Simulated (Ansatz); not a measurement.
# Transmission past a defect: W wire along [111], 4 atoms a period, Mg in place of one W, part 2 of 4

Aim: how much does this defect scatter, and at which energies?

Ansatz 0.2.0; DFT PBE, plane waves, PAW; relaxation of a wire's period (the session's first sound run).

So far. Step 2 (Relaxing the period): The cell's length comes to 2.683 Å with spin left out.

### Step 3. Bands of the perfect wire

This step: DFT PBE, plane waves, PAW; channels and complex bands of a perfect wire (Ansatz 0.2.0).

At the relaxed period the Bloch states of the perfect wire are found at each energy: those that move forward count the open channels, and those that decay describe how a disturbance dies away inside the wire itself. An energy step of 0.035 eV is under the 0.039 eV that the program asks for its thermal average at 300 K.

input.yaml reads:

```yaml
crystal:
  lattice:
    - [11.283, 0.0, 0.0]
    - [0.0, 9.388, 0.0]
    - [0.0, 0.0, 2.6832636455]
  atoms:
    - { symbol: W, position: [0.321836204, 0.500015667, 0.0] }
    - { symbol: W, position: [0.500002526, 0.37029517, 0.292251865] }
    - { symbol: W, position: [0.500002526, 0.629736164, 0.707748135] }
    - { symbol: W, position: [0.678168848, 0.500015667, 0.0] }
kpoints:
  mp_grid: { grid: [1, 1, 30] }
scf:
  occupations: { method: fermi_dirac, width: 0.05 }
hamiltonian:
  xc: pbe
output:
  transmission:
    e_range: [-1.26, 1.26]
    de: 0.035
    kmesh: [1, 1]
    reduced_basis: true
    leads: [[0, 0]]
basis:
  ecutwfc: "350 eV"
```

On the command line:

```console
$ ansatz run input.yaml --threads 4 --pin off --max-ram 16384MiB --backend cpu --events-out ev --progress --plain --runs-dir out
```

Numbers of over 12 decimals in the logs are rounded to 6 here.

Output:

```text
Warning: basis.ecutwfc = 350 eV is below the records' recommended 420 eV, and the density's cutoff is lower with it unless basis.ecutrho_ratio is high enough to keep the records' density cutoff: compare with a run at a higher cutoff
[...]
Crystal: 4 atoms, lattice volume = 284.224 Å³
Basis set: ecut = 350 eV, 4211 PW (Γ)
Bands: 34, of which v1, the nominal top of the filled ones, is band 28 counted from 1 (27 counted from 0)
Symmetry: 4 space group operations
[...]
k-points: 16 of 30
[...]
SCF iter   1: F=—  HF=-41529.346295 eV  |F-HF|=—  |Δ(HF+E_count)|=         —  Δρ=6.11e-3  dr2=1.06e-1  ethr=1.77e-3  ⟨swp⟩=8.0  Hψ=2562  notcnv=0
[...]
SCF iter   9: F=-41529.343067 eV  HF=-41529.343067 eV  |F-HF|=7.28e-10  |Δ(HF+E_count)|=   3.58e-8  Δρ=1.12e-6  dr2=6.83e-9  ethr=1.79e-10  ⟨swp⟩=4.9  Hψ=1405  notcnv=0
SCF 1 converged in 9 iterations: F = -41529.343067 eV  dr2 = 6.83e-9
[...]
transmission: 4 of 24 steps passed
transmission: 8 of 24 steps passed
[...]
transmission: 24 of 24 steps passed
SCF converged after 9 iterations
Free energy (F): -41529.343067 eV
[...]
Internal energy: -41529.306731 eV  (E = F + TS)
E sigma→0 (E₀):  -41529.324899 eV
Entropy (-TS):   -0.036335 eV (-9.084 meV/atom)
Fermi energy:    1.844301 eV
[...]
--- Band table (eV; the first three rows and the last of 16) ---
  k-point 0: bands = [... 24 lower, 0.2876, 0.6065, 1.3483, 1.6314, 2.0149, 2.8102, 2.8825, 2.8944, ... 2 higher]
  k-point 1: bands = [... 24 lower, 0.2727, 0.6166, 1.2835, 1.6713, 1.9535, 2.7777, 2.8609, 2.8787, ... 2 higher]
  k-point 2: bands = [... 24 lower, 0.3100, 0.6402, 1.1420, 1.7443, 1.7886, 2.6801, 2.8056, 2.8195, ... 2 higher]
  k-point 15: bands = [... 24 lower, 1.4451, 1.5397, 1.6282, 2.8505, 2.8547, 3.2552, 3.5520, 4.2581, ... 2 higher]
--- Transmission ---
  basis      : 787 plane waves across, 4 finite elements along
  points     : 1, standing for a mesh of 1 x 1
  filling    : by the input's occupations and mesh, since the crystals that have channels conduct as metals do. If one of these is a semiconductor, that mesh has misplaced its level
  energies   : 73 from -1.260000 to 1.260000 eV about the Fermi level, 0.035000 eV apart; the leads are filled to 0.000000 eV, and channels, transmission and decay are at 0.000000 eV
  crystal 0  : W4, at the sites [0, 0], period 2.6833 Å: whole cells are its period
    offset         : up to 0.0000 Å between an atom of the period and one for which it stands
    filled         : 5.3 meV under the level at which it is neutral
    channels       : 5.000000e0 a spin
    conductance    : 3.6563e14 S/m² at 300 K; may be off by some 0.0 % by where its bands' edges are placed, 0.0 % from the distance to neutral
```

It took 88 s on 4 threads of Arm Neoverse V2, shared host; peak memory 1.5 GiB.

This step gave:

- energy at zero smearing: -41529.3249 eV
- channels at the energy nearest the Fermi level, one spin: 5
- conductance of the lead as this run defines it: 4.999 G₀
- band gap: 0 eV

The open channels of the lead, one spin by energy, zero at the Fermi level:

```
energy (eV)  open channels of the lead, one spin
    -1.2600                                    3
    -1.0150                                    2
    -0.7350                                    6
    -0.4900                                    5
    -0.2450                                    5
     0.0000                                    5
     0.2450                                    4
     0.4900                                    6
     0.7350                                    8
     1.0150                                    5
     1.2600                                    5
```

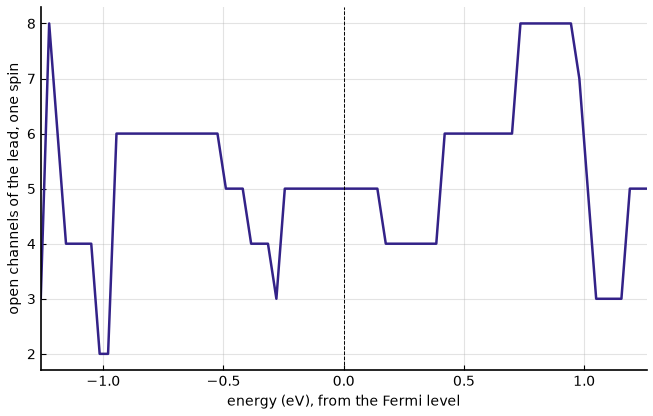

Open channels of the lead, one spin, plotted against energy.

The slowest values at each energy, most degenerate partners merged, listed up to 1.5 1/Å. Im kz of the slowest decaying states against energy, zero at the Fermi level:

| energy (eV) | decay 1 (Å⁻¹) | decay 2 (Å⁻¹) | decay 3 (Å⁻¹) | decay 4 (Å⁻¹) |
| --- | --- | --- | --- | --- |
| -1.015 | 0.00617 | 0.0497 | 0.112 | 0.169 |
| -0.490 | 0.0223 | 0.160 | 0.189 | 0.215 |
| 0.000 | 0.127 | 0.203 | 0.204 | 0.239 |
| 0.490 | 0.136 | 0.165 | 0.219 | 0.313 |
| 1.015 | 0.0310 | 0.0363 | 0.105 | 0.190 |

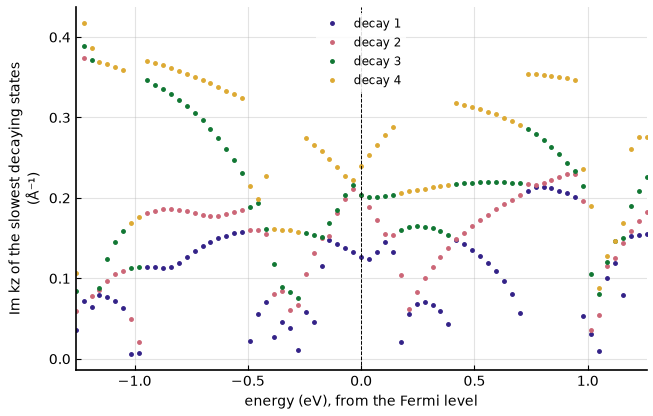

Im kz of the slowest decaying states against energy.

By hand: the program gives 3.6563 × 10^14 S/m² over the cell's cross-section of 105.92 Å² = 1.059 × 10^-18 m², so one cell conducts 3.873 × 10^-4 S. Divided by G0 = 2e²/h = 7.748 × 10^-5 S this is 5.00 G0, a resistance of 2.58 kΩ.

At the computed energy nearest the Fermi level there are 5 channels a spin, and the thermal average gives 5.00 G₀.

### Step 4. Relaxation of the scattering region

This step: DFT PBE, plane waves, PAW; relaxation of a junction in a wire, ends held (Ansatz 0.2.0).

System of this step: W wire along [111], 4 atoms a period, Mg in place of one W. The cell holds 36 atoms: 35 W and 1 Mg. Cell: a = 11.283 Å, b = 9.388 Å, c = 24.149 Å, α = 90.0°, β = 90.0°, γ = 90.0°. Regions: held atoms, 24 atoms (24 W); free atoms, 12 atoms (11 W and 1 Mg). Vacuum lies along a and b. The structure's axis is c.

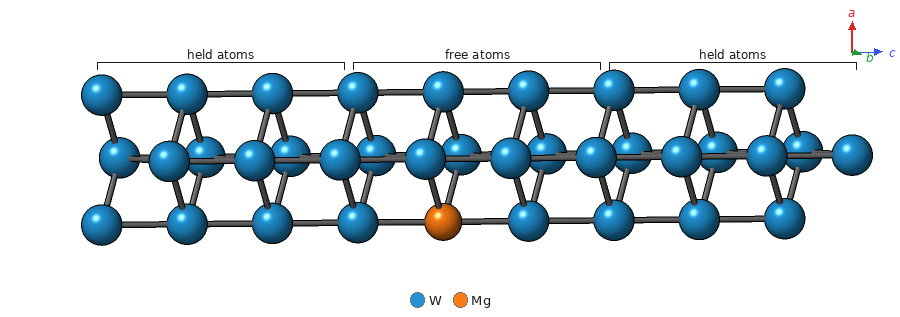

The cell of this step (tungsten blue, magnesium orange).

12 atoms at the defect are free to relax, while 24 stay where the perfect wire has them, so that the ends still repeat as a lead. The cutoff is set under the files' recommended one to save time.

input.yaml reads:

```yaml
crystal:
  lattice:
    - [11.283, 0.0, 0.0]
    - [0.0, 9.388, 0.0]
    - [0.0, 0.0, 24.1493728099]
  atoms:
    - { symbol: W, position: [0.321836204, 0.500015667, 0.0] }
    - { symbol: W, position: [0.500002526, 0.37029517, 0.032472429] }
    - { symbol: W, position: [0.500002526, 0.629736164, 0.078638682] }
    - { symbol: W, position: [0.678168848, 0.500015667, 0.0] }
    - { symbol: W, position: [0.321836204, 0.500015667, 0.111111111] }
    - { symbol: W, position: [0.500002526, 0.37029517, 0.143583541] }
    - { symbol: W, position: [0.500002526, 0.629736164, 0.189749793] }
    - { symbol: W, position: [0.678168848, 0.500015667, 0.111111111] }
    - { symbol: W, position: [0.321836204, 0.500015667, 0.222222222] }
    - { symbol: W, position: [0.500002526, 0.37029517, 0.254694652] }
    - { symbol: W, position: [0.500002526, 0.629736164, 0.300860904] }
    - { symbol: W, position: [0.678168848, 0.500015667, 0.222222222] }
    - { symbol: W, position: [0.321836204, 0.500015667, 0.333333333] }
    - { symbol: W, position: [0.500002526, 0.37029517, 0.365805763] }
    - { symbol: W, position: [0.500002526, 0.629736164, 0.411972015] }
    - { symbol: W, position: [0.678168848, 0.500015667, 0.333333333] }
    - { symbol: Mg, position: [0.321836204, 0.500015667, 0.444444444], spin: 0.3 }
    - { symbol: W, position: [0.500002526, 0.37029517, 0.476916874] }
    - { symbol: W, position: [0.500002526, 0.629736164, 0.523083126] }
    - { symbol: W, position: [0.678168848, 0.500015667, 0.444444444] }
    - { symbol: W, position: [0.321836204, 0.500015667, 0.555555556] }
    - { symbol: W, position: [0.500002526, 0.37029517, 0.588027985] }
    - { symbol: W, position: [0.500002526, 0.629736164, 0.634194237] }
    - { symbol: W, position: [0.678168848, 0.500015667, 0.555555556] }
    - { symbol: W, position: [0.321836204, 0.500015667, 0.666666667] }
    - { symbol: W, position: [0.500002526, 0.37029517, 0.699139096] }
    - { symbol: W, position: [0.500002526, 0.629736164, 0.745305348] }
    - { symbol: W, position: [0.678168848, 0.500015667, 0.666666667] }
    - { symbol: W, position: [0.321836204, 0.500015667, 0.777777778] }
    - { symbol: W, position: [0.500002526, 0.37029517, 0.810250207] }
    - { symbol: W, position: [0.500002526, 0.629736164, 0.856416459] }
    - { symbol: W, position: [0.678168848, 0.500015667, 0.777777778] }
    - { symbol: W, position: [0.321836204, 0.500015667, 0.888888889] }
    - { symbol: W, position: [0.500002526, 0.37029517, 0.921361318] }
    - { symbol: W, position: [0.500002526, 0.629736164, 0.967527571] }
    - { symbol: W, position: [0.678168848, 0.500015667, 0.888888889] }
magnetization:
  spin_polarized: true
kpoints:
  mp_grid: { grid: [1, 1, 2] }
scf:
  occupations: { method: fermi_dirac, width: 0.1 }
hamiltonian:
  xc: pbe
relax:
  constraints:
    - { sites: [0, 1, 2, 3, 4, 5, 6, 7, 8, 9, 10, 11, 24, 25, 26, 27, 28, 29, 30, 31, 32, 33, 34, 35] }
  f_tol: 0.06
  max_steps: 35
basis:
  ecutwfc: "350 eV"
```

Output:

```text
[...]
Warning: crystal.symmetry: narrowed to the stabiliser of the relax constraints — unitary ops 2 → 1; lowered at sites 9, 10, 21, 22 (the operations that carried what is held of a site onto what its image site leaves free; the constrained walk keeps no symmetry that its constraints do not admit)
[...]
Crystal: 36 atoms, lattice volume = 2558.018 Å³
Basis set: ecut = 350 eV, 38055 PW (Γ), exchange–correlation on 144×120×300 points (8 copies of the dense FFT grid, shifted against one another)
Bands: 301, of which v1, the nominal top of the filled ones, is band 250 counted from 1 (249 counted from 0)
Symmetry: 1 space group operations
k-points: 2
[...]
Starting moments: Σ|m| = 0.3 μB on 1 of 36 sites
[...]
SCF iter   1: F=—  HF=-365347.016220 eV  |F-HF|=—  |Δ(HF+E_count)|=         —  Δρ=2.15e-2 (↑2.15e-2 ↓2.14e-2)  dr2=2.10e2  dr2_m=1.84e-1  M=0.023 μB ∫|m|=0.062 μB  β_m=0.30  ethr=3.10e-3  ⟨swp⟩=10.8  Hψ=6010  notcnv=0
[...]
spin=Collinear: LDOS preconditioning applied to the charge; magnetization (m = ρ↑ − ρ↓) channel mixes plain (no charge-response kernel on spin).
SCF iter   2: F=—  HF=-365307.662923 eV  |F-HF|=—  |Δ(HF+E_count)|=    3.94e1  Δρ=1.10e-2 (↑1.10e-2 ↓1.09e-2)  dr2=2.15e1  dr2_m=9.12e-2  M=0.023 μB ∫|m|=0.053 μB  β_m=0.30  ethr=3.10e-3  ⟨swp⟩=5.0  Hψ=3180  notcnv=0
[...]
SCF iter   6: F=—  HF=-365303.497372 eV  |F-HF|=—  |Δ(HF+E_count)|=   2.68e-2  Δρ=6.93e-4 (↑6.93e-4 ↓6.86e-4)  dr2=5.05e-2  dr2_m=5.77e-3  M=0.012 μB ∫|m|=0.022 μB  β_m=0.30  ethr=3.44e-5  ⟨swp⟩=2.0  Hψ=1638  notcnv=0
[...]
spin-set hold released at iteration 6 (site moments contracting): the magnetisation degrees of freedom join the quasi-Newton model from the next iteration; the mixer history was flushed
SCF iter   7: F=—  HF=-365303.498557 eV  |F-HF|=—  |Δ(HF+E_count)|=   1.18e-3  Δρ=4.90e-4 (↑4.90e-4 ↓4.83e-4)  dr2=1.55e-2  dr2_m=2.89e-3  M=0.010 μB ∫|m|=0.019 μB  β_m=0.48  ethr=1.01e-5  ⟨swp⟩=2.0  Hψ=1639  notcnv=0
[...]
SCF iter  11: F=-365303.506623 eV  HF=-365303.506644 eV  |F-HF|=2.07e-5  |Δ(HF+E_count)|=   2.06e-5  Δρ=9.61e-6 (↑9.43e-6 ↓9.61e-6)  dr2=3.04e-5  dr2_m=2.64e-7  M=0.001 μB ∫|m|=0.004 μB  ethr=1.80e-8  ⟨swp⟩=3.0  Hψ=3891  notcnv=0
WARN: the starting moments were not kept: the SCF closed with an absolute magnetisation of 4.1e-3 μB, where they sum to 0.3 μB in size (1 site). That is at most 0.1 of that sum. Measured as dr2_m measures the in/out step, that magnetisation stands 2.0e-7 eV from none, at or under the dr2_threshold of 9.0e-5 eV: it is no larger than a step whose dr2_m would equal this threshold. The system may hold no moment; this SCF [...]
SCF 1 converged in 11 iterations: F = -365303.506623 eV  dr2 = 3.04e-5
[...]
relax step   1: F+E_penalty+E_count = -365303.50662305 eV  Δ(F+E_penalty+E_count) = +0.000e0 eV  max|allowed force component| = 3.596e0 eV/Å  Δτ_max = 0.0000 Å  (11 SCF iters, dr2 threshold 9.00e-5 eV, accepted)
[...]
Starting moments: Σ|m| = 0.3 μB on 1 of 36 sites; this step starts from the density that it was given
[...]
SCF iter   1: F=—  HF=-365304.461408 eV  |F-HF|=—  |Δ(HF+E_count)|=         —  Δρ=2.79e-3 (↑2.79e-3 ↓2.73e-3)  dr2=2.11e0  dr2_m=5.00e-2  M=0.003 μB ∫|m|=0.021 μB  β_m=0.30  ethr=6.60e-4  ⟨swp⟩=1.5  Hψ=4099  notcnv=0
eigensolver tolerance schedule: the retry pair's looser diagonalisation over-reported the residual by 0.56 of it (diagonalisation noise at 0.18 of the residual, at the tolerance the schedule requests for it); recorded, not acted on — ethr = c·dr2/N_el stays at c = 1.0e-1
[...]
SCF iter   2: F=—  HF=-365304.367614 eV  |F-HF|=—  |Δ(HF+E_count)|=   9.38e-2  Δρ=1.78e-3 (↑1.78e-3 ↓1.71e-3)  dr2=7.53e-1  dr2_m=2.51e-2  M=0.002 μB ∫|m|=0.018 μB  β_m=0.47  ethr=4.22e-4  ⟨swp⟩=1.0  Hψ=1204  notcnv=0
[...]
SCF iter   7: F=-365304.352052 eV  HF=-365304.352064 eV  |F-HF|=1.26e-5  |Δ(HF+E_count)|=   3.69e-5  Δρ=9.88e-6 (↑9.88e-6 ↓9.74e-6)  dr2=2.44e-5  dr2_m=1.77e-7  M=0.000 μB ∫|m|=0.004 μB  ethr=2.00e-8  ⟨swp⟩=3.0  Hψ=3892  notcnv=0
the starting moments were not kept: the SCF closed with an absolute magnetisation of 3.7e-3 μB, where they sum to 0.3 μB in size (1 site). That is at most 0.1 of that sum. Measured as dr2_m measures the in/out step, that magnetisation stands 1.7e-7 eV from none, at or under the dr2_threshold of 1.0e-4 eV: it is no larger than a step whose dr2_m would equal this threshold.
SCF 2 converged in 7 iterations: F = -365304.352052 eV  dr2 = 2.44e-5
[...]
relax step   2: F+E_penalty+E_count = -365304.35205151 eV  Δ(F+E_penalty+E_count) = -8.454e-1 eV  max|allowed force component| = 1.130e0 eV/Å  Δτ_max = 0.1946 Å  (7 SCF iters, dr2 threshold 1.00e-4 eV, accepted)
SCF iter   1: F=—  HF=-365304.458321 eV  |F-HF|=—  |Δ(HF+E_count)|=         —  Δρ=1.95e-3 (↑1.95e-3 ↓1.91e-3)  dr2=7.76e-1  dr2_m=5.04e-2  M=0.002 μB ∫|m|=0.019 μB  β_m=0.30  ethr=2.24e-3  ⟨swp⟩=3.8  Hψ=2481  notcnv=0
[...]
SCF iter   7: F=-365304.516884 eV  HF=-365304.516917 eV  |F-HF|=3.28e-5  |Δ(HF+E_count)|=   2.04e-6  Δρ=9.80e-6 (↑9.80e-6 ↓9.05e-6)  dr2=4.20e-5  dr2_m=2.79e-7  M=-0.001 μB ∫|m|=0.004 μB  ethr=1.60e-8  ⟨swp⟩=3.0  Hψ=4025  notcnv=0
[...]
SCF 3 converged in 7 iterations: F = -365304.516884 eV  dr2 = 4.20e-5
relax step   3: F+E_penalty+E_count = -365304.51688407 eV  Δ(F+E_penalty+E_count) = -1.648e-1 eV  max|allowed force component| = 2.863e-1 eV/Å  Δτ_max = 0.1947 Å  (7 SCF iters, dr2 threshold 7.98e-5 eV, accepted)
[...]
relax step   4: F+E_penalty+E_count = -365304.55808677 eV  Δ(F+E_penalty+E_count) = -4.120e-2 eV  max|allowed force component| = 2.352e-1 eV/Å  Δτ_max = 0.1602 Å  (9 SCF iters, dr2 threshold 5.26e-6 eV, accepted)
[...]
relax step   5: F+E_penalty+E_count = -365304.57118708 eV  Δ(F+E_penalty+E_count) = -1.310e-2 eV  max|allowed force component| = 6.689e-2 eV/Å  Δτ_max = 0.0240 Å  (11 SCF iters, accepted)
SCF iter   1: F=—  HF=-365304.570994 eV  |F-HF|=—  |Δ(HF+E_count)|=         —  Δρ=3.03e-4 (↑3.03e-4 ↓2.97e-4)  dr2=4.74e-3  dr2_m=1.70e-3  M=-0.000 μB ∫|m|=0.003 μB  β_m=0.30  ethr=3.71e-5  ⟨swp⟩=2.5  Hψ=2079  notcnv=0
[...]
SCF iter   8: F=-365304.572693 eV  HF=-365304.572693 eV  |F-HF|=3.00e-8  |Δ(HF+E_count)|=   2.39e-8  Δρ=4.00e-7 (↑4.00e-7 ↓3.94e-7)  dr2=4.97e-8  dr2_m=1.80e-10  M=-0.000 μB ∫|m|=0.000 μB  ethr=2.00e-11  ⟨swp⟩=4.0  Hψ=3614  notcnv=0
[...]
SCF 6 converged in 8 iterations: F = -365304.572693 eV  dr2 = 4.97e-8
relax step   6: F+E_penalty+E_count = -365304.57269316 eV  Δ(F+E_penalty+E_count) = -1.506e-3 eV  max|allowed force component| = 4.615e-2 eV/Å  Δτ_max = 0.0340 Å  (8 SCF iters, accepted)
SCF converged after 8 iterations
Magnetization: -0.0001 μB (249.9999 up, 250.0001 down)
Absolute magnetization: 0.0003 μB (∫|ρ↑−ρ↓|, with the PAW one-centre terms)
[...]
Per-site moments (μB) at R_I (Å): [(-1.8755797947382314e-8, 1.022063), (-1.475507242544063e-6, 1.022063), (1.0472055489728397e-6, 1.022063), (1.5136519253741633e-6, 1.022063), (-7.56980299222369e-7, 1.022063), (-2.2032459421626336e-6, 1.022063), (2.434078877678858e-6, 1.022063), (1.6510147963958933e-6, 1.022063), (-4.104122186732286e-6, 1.022063), (2.970197421984338e-6, 1.022063), (-5.016736250791287e-6, 1.017285), ( [...]
Free energy (F): -365304.572693 eV
[...]
Internal energy: -365303.206787 eV  (E = F + TS)
E sigma→0 (E₀):  -365303.889740 eV
Entropy (-TS):   -1.365906 eV (-37.942 meV/atom)
Fermi energy:    1.792226 eV
[...]
--- Forces (eV/Å), atoms counted from 1 ---
  atom   1  W     -0.06117329    -0.12875711    -0.05482674
  atom   2  W      0.04955837     0.01446963     0.00749863
  atom   3  W      0.02330936     0.02901786    -0.09490659
  atom   4  W      0.03364707    -0.06902570    -0.05683285
  atom   5  W     -0.00068740     0.11237098    -0.04115251
  atom   6  W     -0.03209503    -0.16278992    -0.05008721
  atom   7  W      0.11196010     0.11809976     0.14244076
  atom   8  W      0.01497394    -0.01824137     0.08394588
  atom   9  W     -0.12470226    -0.08002686    -0.11116687
  atom  10  W     -0.03729053    -0.07045242    -0.05118692
  atom  11  W     -0.05935447     0.19307497    -0.21723029
  atom  12  W      0.09802159    -0.06435921     0.21076171
  atom  13  W      0.00386292     0.03644810    -0.01363165
  atom  14  W     -0.03847475    -0.02665320    -0.02251833
  atom  15  W     -0.03924285    -0.00829156    -0.02482661
  atom  16  W      0.02317210     0.04614885     0.02161823
  atom  17  Mg    -0.00485810     0.00060063     0.00857218
  atom  18  W     -0.00032006     0.01742982     0.00826395
  atom  19  W     -0.01637669     0.02915952     0.01243391
  atom  20  W      0.01207265    -0.01694789     0.00774735
  atom  21  W      0.01208958    -0.03046973    -0.00897611
  atom  22  W      0.03879710     0.02425851    -0.00282859
  atom  23  W     -0.03816228     0.00527644    -0.00085145
  atom  24  W     -0.00113785    -0.03836387    -0.02561960
  atom  25  W     -0.20948976     0.06060935     0.15812149
  atom  26  W      0.10381470    -0.21143879     0.10068228
  atom  27  W     -0.03061291     0.17152716     0.02568086
  atom  28  W      0.11335879    -0.01073268    -0.20261555
  atom  29  W      0.01456550    -0.11038434     0.05415009
  atom  30  W      0.02709015    -0.02581744     0.10804982
  atom  31  W      0.05046399    -0.01647553    -0.01772203
  atom  32  W      0.00008908     0.02889317    -0.06064353
  atom  33  W     -0.06121711     0.13230574     0.05882580
  atom  34  W     -0.00139978    -0.11955366    -0.03726065
  atom  35  W     -0.00186512     0.12163807     0.02592798
  atom  36  W      0.02753406     0.06744880     0.06014089
  max |Σ_I F_I| component: 7.92e-5 eV/Å
--- Relaxed structure (6 steps of the walk, 6 accepted, 0 SCFs on fresh bases) ---
  F+E_penalty+E_count = -365304.57269316 eV   max|allowed force component| = 4.615e-2 eV/Å
  atoms:
    - { symbol: W, position: [0.321836204, 0.500016, -5.5555541455778706e-11] }
    - { symbol: W, position: [0.500002526, 0.370295, 0.032472] }
    - { symbol: W, position: [0.500002526, 0.629736164, 0.078639] }
    - { symbol: W, position: [0.678168848, 0.500016, -5.5555541455778706e-11] }
    - { symbol: W, position: [0.321836204, 0.500016, 0.111111] }
    - { symbol: W, position: [0.500002526, 0.370295, 0.143584] }
    - { symbol: W, position: [0.500002526, 0.629736164, 0.189750] }
    - { symbol: W, position: [0.678168848, 0.500016, 0.111111] }
    - { symbol: W, position: [0.321836204, 0.500016, 0.222222] }
    - { symbol: W, position: [0.500002526, 0.370295, 0.254695] }
    - { symbol: W, position: [0.500002526, 0.629736164, 0.300861] }
    - { symbol: W, position: [0.678168848, 0.500016, 0.222222] }
    - { symbol: W, position: [0.318986, 0.500862, 0.328535] }
    - { symbol: W, position: [0.491106, 0.370801, 0.367967] }
    - { symbol: W, position: [0.493616, 0.624944, 0.408823] }
    - { symbol: W, position: [0.673692, 0.487913, 0.334092] }
    - { symbol: Mg, position: [0.270937, 0.492935, 0.444552] }
    - { symbol: W, position: [0.493183, 0.366031, 0.481137] }
    - { symbol: W, position: [0.491135, 0.620854, 0.521224] }
    - { symbol: W, position: [0.667477, 0.494870, 0.444918] }
    - { symbol: W, position: [0.317559, 0.493817, 0.560995] }
    - { symbol: W, position: [0.497511, 0.363379, 0.589547] }
    - { symbol: W, position: [0.500099, 0.628326, 0.633932] }
    - { symbol: W, position: [0.673040, 0.503192, 0.555566] }
    - { symbol: W, position: [0.321836204, 0.500016, 0.666667] }
    - { symbol: W, position: [0.500002526, 0.370295, 0.699139] }
    - { symbol: W, position: [0.500002526, 0.629736164, 0.745305] }
    - { symbol: W, position: [0.678168848, 0.500016, 0.666667] }
    - { symbol: W, position: [0.321836204, 0.500016, 0.777778] }
    - { symbol: W, position: [0.500002526, 0.370295, 0.810250] }
    - { symbol: W, position: [0.500002526, 0.629736164, 0.856416] }
    - { symbol: W, position: [0.678168848, 0.500016, 0.777778] }
    - { symbol: W, position: [0.321836204, 0.500016, 0.888889] }
    - { symbol: W, position: [0.500002526, 0.370295, 0.921361] }
    - { symbol: W, position: [0.500002526, 0.629736164, 0.967528] }
    - { symbol: W, position: [0.678168848, 0.500016, 0.888889] }
```

Wall time 5.5 min (4 threads); peak memory 7.9 GiB; 21 min of CPU time.

(Continued in part 3 of 4.)

[Logs are printed without paths, hosts, clocks, repeated set-up lines and the standing remarks that a program may print on its own settings, such as how far it seeks lower states.]

[Hosts, paths, dates, database ids (printed as entryN), source tags and the programs' standing remarks are cut or masked in the printed files.]
